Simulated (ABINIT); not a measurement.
Positron calculation of Ru (part 2 of 2)

Ru (P6₃/mmc, 2 atoms in the cell); Kohn-Sham DFT of a periodic cell, PBEsol, JTH PAW PBE v2.0, no spin polarisation (ABINIT 10.8.3); cutoff 353.75 eV, 8×8×4 k-mesh, fermi-dirac of 0.136 eV. The structure derives from an entry of the Crystallography Open Database.

Geometry of the input (Å; fractional positions):
```
2.7058  0.0000  0.0000
-1.3529  2.3433  0.0000
0.0000  0.0000  4.2819
Ru 0.6667  0.3333  0.7500
Ru 0.3333  0.6667  0.2500
```

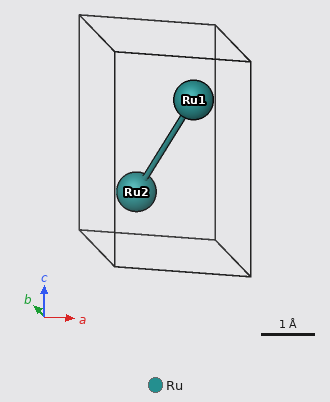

**Figure 1.** The input geometry (ball-and-stick view of the cell of the calculation, seen slightly off an axis; atoms are numbered from 1 in the order of the input).

What the program printed, continued:
```
--- !EnergyTerms
iteration_state     : {dtset: 1, }
comment             : Components of total free energy in Hartree
kinetic             :  2.29681160618776E+01
hartree             :  2.74324049191908E+01
xc                  : -7.76791996080730E+00
Ewald energy        : -1.63992206442879E+02
psp_core            :  1.12338360298606E+01
local_psp           : -9.42880647977389E+01
PAW spherical_terms :  1.30454615273377E+01
internal            : -1.91368372663159E+02
'-kT*entropy'       : -3.05213020046288E-03
total_energy        : -1.91371424793359E+02
total_energy_eV     : -5.20748175649580E+03
...

--- !EnergyTermsDC
iteration_state     : {dtset: 1, }
comment             : '"Double-counting" decomposition of free energy'
band_energy         : -1.47718119789636E+01
Ewald energy        : -1.63992206442879E+02
psp_core            :  1.12338360298606E+01
xc_dc               : -2.50397010847704E+01
PAW spherical_terms :  1.20152650857884E+00
internal            : -1.91368356968174E+02
'-kT*entropy'       : -3.05213020046288E-03
total_energy_dc     : -1.91371409098374E+02
total_energy_dc_eV  : -5.20748132941350E+03
...

--- !EnergyTermsWithPAWCore
iteration_state     : {dtset: 1, }
comment             : 'Components of total free energy, including PAW core contributions'
Total energy        : -9.05762456344307E+03
Total energy DC     : -9.05762454774808E+03
Total energy (eV)   : -2.46470520466934E+05
Total energy DC (eV): -2.46470520039852E+05
...

 Cartesian components of stress tensor (hartree/bohr^3)
  sigma(1 1)=  1.99433595E-04  sigma(3 2)=  0.00000000E+00
  sigma(2 2)=  1.99433593E-04  sigma(3 1)=  0.00000000E+00
  sigma(3 3)=  2.04893231E-04  sigma(2 1)=  0.00000000E+00

-Cartesian components of stress tensor (GPa)         [Pressure= -5.9211E+00 GPa]
- sigma(1 1)=  5.86753893E+00  sigma(3 2)=  0.00000000E+00
- sigma(2 2)=  5.86753887E+00  sigma(3 1)=  0.00000000E+00
- sigma(3 3)=  6.02816698E+00  sigma(2 1)=  0.00000000E+00

================================================================================
== DATASET  2 ==================================================================

--- !DatasetInfo
iteration_state: {dtset: 2, }
dimensions: {natom: 2, nkpt: 1, mband: 1, nsppol: 1, nspinor: 1, nspden: 1, mpw: 196, }
cutoff_energies: {ecut:  13.0, pawecutdg:  26.0, }
electrons: {nelect:   1.00000000E+00, charge:   0.00000000E+00, occopt:   2.00000000E+00, tsmear:   1.00000000E-02, }
meta: {optdriver: 0, ionmov: 0, optcell: 0, iscf: 17, paral_kgb: 0, }
...

 mkfilename : getden/=0, take file _DEN from output of DATASET   1.

 Real(R)+Recip(G) space primitive vectors, cartesian coordinates (Bohr,Bohr^-1):
 R(1)=  5.1132209  0.0000000  0.0000000  G(1)=  0.1955714  0.1129132  0.0000000
 R(2)= -2.5566105  4.4281792  0.0000000  G(2)=  0.0000000  0.2258265  0.0000000
 R(3)=  0.0000000  0.0000000  8.0916183  G(3)=  0.0000000  0.0000000  0.1235847
 Unit cell volume ucvol=  1.8321252E+02 bohr^3
 Angles (23,13,12)=  9.00000000E+01  9.00000000E+01  1.20000000E+02 degrees

 Coarse grid specifications (used for wave-functions):

 getcut: wavevector=  0.0000  0.0000  0.0000  ngfft=  18  18  30
         ecut(hartree)=     13.000   => boxcut(ratio)=   2.17337

 Fine grid specifications (used for densities):

 getcut: wavevector=  0.0000  0.0000  0.0000  ngfft=  24  24  40
         ecut(hartree)=     26.000   => boxcut(ratio)=   2.04487

--- Pseudopotential description ------------------------------------------------
- pspini: atom type   1  psp file is ./Ru.GGA_PBE-JTH.xml
 Pseudopotential format is: paw10
 basis_size (lnmax)=  6 (lmn_size= 18), orbitals=   0   0   1   1   2   2
 Spheres core radius: rc_sph= 2.21046734
 Shapefunction is SIN type: shapef(r)=[sin(pi*r/rshp)/(pi*r/rshp)]**2
 Radius for shape functions =  2.00219127
 Compensation charge density is not taken into account in XC energy/potential

--------------------------------------------------------------------------------

================================================================================

--- !BeginCycle
iteration_state: {dtset: 2, }
solver: {iscf: 17, nstep: 80, nline: 4, wfoptalg: 10, }
tolerances: {toldfe: 1.00E-09, }
...

     iter   Etot(hartree)      deltaE(h)  residm     nres2
 ETOT  1  -191.70449594599    -1.917E+02 5.360E+00 3.666E-01
 ETOT  2  -191.86483329788    -1.603E-01 8.731E-01 4.116E-02
 ETOT  3  -191.89971526271    -3.488E-02 2.357E+00 2.187E-03
 ETOT  4  -191.92225056667    -2.254E-02 4.927E-01 6.712E-04
 ETOT  5  -191.93646746661    -1.422E-02 9.689E-01 5.708E-04
 ETOT  6  -191.94567313978    -9.206E-03 1.952E-01 8.487E-05
 ETOT  7  -191.95151945785    -5.846E-03 3.823E-01 2.793E-04
 ETOT  8  -191.95535992089    -3.840E-03 8.198E-02 1.978E-04
 ETOT  9  -191.95781534711    -2.455E-03 1.527E-01 1.011E-03
 ETOT 10  -191.95942981034    -1.614E-03 3.492E-02 2.200E-04
 ETOT 11  -191.96046797151    -1.038E-03 6.168E-02 3.413E-04
 ETOT 12  -191.96114959460    -6.816E-04 1.485E-02 4.029E-04
 ETOT 13  -191.96158957011    -4.400E-04 2.525E-02 2.871E-04
 ETOT 14  -191.96187779920    -2.882E-04 6.278E-03 2.571E-04
 ETOT 15  -191.96206237151    -1.846E-04 1.040E-02 4.960E-04
 ETOT 16  -191.96218334545    -1.210E-04 2.636E-03 4.902E-04
 ETOT 17  -191.96226201467    -7.867E-05 4.294E-03 2.869E-04
 ETOT 18  -191.96230915207    -4.714E-05 1.100E-03 1.471E-03
 ETOT 19  -191.96234682409    -3.767E-05 1.775E-03 9.271E-05
 ETOT 20  -191.96236750208    -2.068E-05 4.569E-04 1.329E-04
 ETOT 21  -191.96238115676    -1.365E-05 7.335E-04 1.078E-04
 ETOT 22  -191.96239003880    -8.882E-06 1.897E-04 2.484E-05
 ETOT 23  -191.96239535148    -5.313E-06 3.035E-04 6.998E-06
 ETOT 24  -191.96239914918    -3.798E-06 7.874E-05 3.213E-06
 ETOT 25  -191.96240147802    -2.329E-06 1.258E-04 1.623E-06
 ETOT 26  -191.96240306161    -1.584E-06 3.270E-05 3.730E-07
 ETOT 27  -191.96240399330    -9.317E-07 5.221E-05 2.384E-08
 ETOT 28  -191.96240461507    -6.218E-07 1.360E-05 1.068E-08
 ETOT 29  -191.96240503302    -4.180E-07 2.170E-05 1.956E-08
 ETOT 30  -191.96240526719    -2.342E-07 5.660E-06 3.522E-09
 ETOT 31  -191.96240543112    -1.639E-07 9.036E-06 2.028E-09
 ETOT 32  -191.96240554363    -1.125E-07 2.359E-06 1.636E-10
 ETOT 33  -191.96240560890    -6.528E-08 3.767E-06 4.782E-10
 ETOT 34  -191.96240565923    -5.032E-08 9.841E-07 2.363E-10
 ETOT 35  -191.96240568723    -2.800E-08 1.572E-06 4.054E-11
 ETOT 36  -191.96240570556    -1.833E-08 4.110E-07 5.195E-11
 ETOT 37  -191.96240571976    -1.420E-08 6.571E-07 3.112E-10
 ETOT 38  -191.96240572566    -5.903E-09 1.719E-07 7.764E-11
 ETOT 39  -191.96240573002    -4.356E-09 2.749E-07 1.187E-10
 ETOT 40  -191.96240573325    -3.230E-09 7.192E-08 1.516E-10
 ETOT 41  -191.96240573571    -2.458E-09 1.151E-07 3.750E-10
 ETOT 42  -191.96240573690    -1.190E-09 3.012E-08 2.224E-10
 ETOT 43  -191.96240573792    -1.023E-09 4.821E-08 3.807E-11
 ETOT 44  -191.96240573945    -1.533E-09 1.263E-08 4.514E-11
 ETOT 45  -191.96240574046    -1.004E-09 2.021E-08 5.663E-11
 ETOT 46  -191.96240574067    -2.130E-10 5.296E-09 6.449E-11
 ETOT 47  -191.96240574014     5.283E-10 8.481E-09 1.958E-11

 At SCF step   47, etot is converged :
  for the second time, diff in etot=  5.283E-10 < toldfe=  1.000E-09

--- !ResultsGS
iteration_state: {dtset: 2, }
comment   : Summary of ground state results
lattice_vectors:
- [  5.1132209,   0.0000000,   0.0000000, ]
- [ -2.5566105,   4.4281792,   0.0000000, ]
- [  0.0000000,   0.0000000,   8.0916183, ]
lattice_lengths: [   5.11322,    5.11322,    8.09162, ]
lattice_angles: [ 90.000,  90.000, 120.000, ] # degrees, (23, 13, 12)
lattice_volume:   1.8321252E+02
convergence: {deltae:  5.283E-10, res2:  1.958E-11, residm:  8.481E-09, diffor:  0.000E+00, }
etotal    :  -1.91962406E+02
entropy   :   0.00000000E+00
fermie    :  -5.91019477E-01
cartesian_stress_tensor: null
pressure_GPa: null
xred      :
- [  6.6667E-01,   3.3333E-01,   7.5000E-01, Ru]
- [  3.3333E-01,   6.6667E-01,   2.5000E-01, Ru]
cartesian_forces: null
force_length_stats: {min: null, max: null, mean: null, }
...

 Integrated electronic density in atomic spheres:
 ------------------------------------------------
 Atom  Sphere_radius  Integrated_density
    1        2.21047          0.14242481
    2        2.21047          0.14242481

--------------------------------------------------------------------------------
 Results for electron-positron annihilation:

2 computations of positron lifetime have been performed (with different enhancement factors).

########## Lifetime computation 1

 # Zero-positron density limit of Arponen and Pajanne provided by Boronski & Nieminen
   + GGA corrections
   Ref.: Boronski and R.M. Nieminen, Phys. Rev. B 34, 3820 (1986)
         B. Barbiellini, M.J. Puska, T. Torsti and R.M.Nieminen, Phys. Rev. B 51, 7341 (1995)
 # Enhancement factor of Boronski & Nieminen
   Ref.: Boronski and R.M. Nieminen, Phys. Rev. B 34, 3820 (1986)

 Positron lifetime                         (ps)   =  1.01842464E+02
 Positron lifetime with IPM for core elec. (ps)   =  1.01996473E+02
 Annihilation rate                         (ns-1) =  9.81908689E+00
 Annihilation rate with IPM for core elec. (ns-1) =  9.80426058E+00

 Annihilation rate core/valence decomposition:
   Core    contribution to ann.rate          (ns-1) =  7.59689347E-02
   Valence contribution to ann.rate          (ns-1) =  9.74311795E+00
   Core    contribution to ann.rate with IPM (ns-1) =  5.95982008E-02
   Valence contribution to ann.rate with IPM (ns-1) =  9.74466238E+00

 Annihilation rate PAW decomposition:
   Plane-wave contribution to ann.rate          (ns-1) =  9.77315325E+00
   Plane-wave valence contribution to ann.rate  (ns-1) =  9.77300385E+00
   On-site core contribution to ann.rate        (ns-1) =  7.58195290E-02
   On-site valence contribution to ann.rate     (ns-1) = -2.98858936E-02
   Plane-wave contribution to ann.rate with IPM (ns-1) =  9.77308422E+00
   Plane-wave core contrb. to ann.rate with IPM (ns-1) =  6.36358226E-05

########## Lifetime computation 2

 # Zero-positron density limit of Arponen and Pajanne provided by Boronski & Nieminen
   + GGA corrections
   Ref.: Boronski and R.M. Nieminen, Phys. Rev. B 34, 3820 (1986)
         B. Barbiellini, M.J. Puska, T. Torsti and R.M.Nieminen, Phys. Rev. B 51, 7341 (1995)
 # Enhancement factor of Boronski & Nieminen IN THE RPA LIMIT
   Ref.: Boronski and R.M. Nieminen, Phys. Rev. B 34, 3820 (1986)

 Positron lifetime                         (ps)   =  9.70492156E+01
 Positron lifetime with IPM for core elec. (ps)   =  9.71890883E+01
 Annihilation rate                         (ns-1) =  1.03040503E+01
 Annihilation rate with IPM for core elec. (ns-1) =  1.02892209E+01

 Annihilation rate core/valence decomposition:
   Core    contribution to ann.rate          (ns-1) =  7.59809504E-02
   Valence contribution to ann.rate          (ns-1) =  1.02280694E+01
   Core    contribution to ann.rate with IPM (ns-1) =  5.95982008E-02
   Valence contribution to ann.rate with IPM (ns-1) =  1.02296227E+01

 Annihilation rate PAW decomposition:
   Plane-wave contribution to ann.rate          (ns-1) =  1.02641617E+01
   Plane-wave valence contribution to ann.rate  (ns-1) =  1.02640108E+01
   On-site core contribution to ann.rate        (ns-1) =  7.58299963E-02
   On-site valence contribution to ann.rate     (ns-1) = -3.59413881E-02
   Plane-wave contribution to ann.rate with IPM (ns-1) =  1.02640925E+01
   Plane-wave core contrb. to ann.rate with IPM (ns-1) =  6.36358226E-05

      (*) IPM=Independent particle Model

================================================================================

 ----iterations are completed or convergence reached----

 Mean square residual over all n,k,spin=   84.806E-10; max=  84.806E-10
 reduced coordinates (array xred) for    2 atoms
       0.666666666667      0.333333333333      0.750000000000
       0.333333333333      0.666666666667      0.250000000000
 rms dE/dt=  0.0000E+00; max dE/dt=  0.0000E+00; dE/dt below (all hartree)
    1       0.000000000000      0.000000000000      0.000000000000
    2       0.000000000000      0.000000000000      0.000000000000

 cartesian coordinates (angstrom) at end:
    1      1.35289999907889     0.78109717866706     3.21142499780741
    2     -0.00000000000000     1.56219435733412     1.07047499926914
 length scales=  1.000000000000  1.000000000000  1.000000000000 bohr
              =  0.529177210544  0.529177210544  0.529177210544 angstroms
 Fermi (or HOMO) energy (hartree) =  -0.59102   Average Vxc (hartree)=  -0.35931
 Eigenvalues (hartree) for nkpt=   1  k points:
 kpt#   1, nband=  1, wtk=  1.00000, kpt=  0.0000  0.0000  0.0000 (reduced coord)
  -0.59102

--- !EnergyTerms
iteration_state     : {dtset: 2, }
comment             : Components of total free energy in Hartree
kinetic             :  8.94499814335232E-02
local_psp           : -9.56306447321203E-01
PAW spherical_terms :  4.64174464218563E-02
positronic          : -8.20439019465834E-01
electronic          : -1.91371409098374E+02
electron_positron_interaction:  2.29444054393451E-01
total_energy        : -1.91962404063446E+02
total_energy_eV     : -5.22356312167751E+03
...

--- !EnergyTermsDC
iteration_state     : {dtset: 2, }
comment             : '"Double-counting" decomposition of free energy'
band_energy         : -5.91019476950172E-01
PAW spherical_terms :  0.00000000000000E+00
electron_positron_dc: -2.29421219212131E-01
positronic          : -8.20440696162319E-01
electronic          : -1.91371409098374E+02
electron_positron_interaction:  2.29444054393451E-01
total_energy_dc     : -1.91962405740143E+02
total_energy_dc_eV  : -5.22356316730275E+03
...

== END DATASET(S) ==============================================================
================================================================================

 -outvars: echo values of variables after computation  --------
            acell      1.0000000000E+00  1.0000000000E+00  1.0000000000E+00 Bohr
           etotal1    -1.9137140910E+02
           etotal2    -1.9196240574E+02
            fcart1     3.1596270733E-28  1.8242115413E-28 -0.0000000000E+00
                      -3.1596270733E-28 -1.8242115413E-28 -0.0000000000E+00
            fcart2     9.9999999999E+99  9.9999999999E+99  9.9999999999E+99
                       9.9999999999E+99  9.9999999999E+99  9.9999999999E+99
            rprim      5.1132209480E+00  0.0000000000E+00  0.0000000000E+00
                      -2.5566104740E+00  4.4281792362E+00  0.0000000000E+00
                       0.0000000000E+00  0.0000000000E+00  8.0916182930E+00
           strten1     1.9943359463E-04  1.9943359270E-04  2.0489323095E-04
                       0.0000000000E+00  0.0000000000E+00  0.0000000000E+00
           strten2     9.9999999999E+99  9.9999999999E+99  9.9999999999E+99
                       9.9999999999E+99  9.9999999999E+99  9.9999999999E+99
           xangst      1.3528999991E+00  7.8109717867E-01  3.2114249978E+00
                      -5.0067357633E-17  1.5621943573E+00  1.0704749993E+00
             xred      6.6666666667E-01  3.3333333333E-01  7.5000000000E-01
                       3.3333333333E-01  6.6666666667E-01  2.5000000000E-01
 Calculation completed.
```

Summary:

| quantity | value |
| --- | --- |
| outcome | converged |
| space group (tolerance 0.01 Å) | P6₃/mmc (194) |
| electrons treated | 32 |
| free energy | −5207.4813 eV |
| positron lifetime (one of the program's estimates) | 97.0 ps |
| Fermi energy | 14.260 eV |
| gap on the k-point mesh | none (metallic) |
| pressure | −5.92 GPa |
| largest force (length of the vector) | under 0.001 eV/Å |
| wall time | 9.2 s |
| peak memory | 0.07 GiB |

Remarks:

Points of doubt noted for this run: PAW basis incomplete for positron. The cell is under a tension of 5.9 GPa at this level, so it is not at its equilibrium volume.
